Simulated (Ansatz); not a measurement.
System: Ge.

Space group P6_3/mmc. This isn't the usual form at ambient conditions. The cell comes from a database of computed structures, not from a measurement.

```xyz
4
Lattice="3.9976 0.0000 0.0000 -1.9988 3.4620 0.0000 0.0000 0.0000 6.5994" Properties=species:S:1:pos:R:3 pbc="T T T"
Ge    1.9988    1.1540    0.4151
Ge    0.0000    2.3080    3.7148
Ge    1.9988    1.1540    2.8846
Ge    0.0000    2.3080    6.1843
```

Theory: Ansatz, DFT LDA, scalar-relativistic, plane waves, PAW.

> What makes up the frontier states of this crystal?

The calculation finds no gap at the Fermi level. The states at the Fermi level: Ge 4p (75 %) and Ge 4s (25 %) by Löwdin projection on a minimal orbital set.

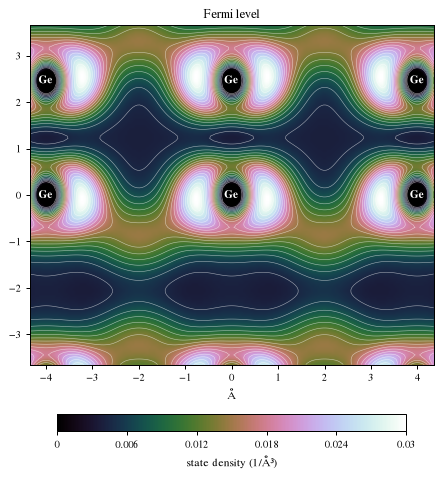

Computed densities of these states (window −0.25 to +0.25 eV about the Fermi level) on the (010) plane of the conventional cell.

Core electrons are frozen (PAW), so the fields are smoothed inside the atomic spheres.

The run took 2.7 s on 2 threads of AMD EPYC 9R45 96-Core Processor (Zen 5) (shared host), peak memory 0.55 GiB.
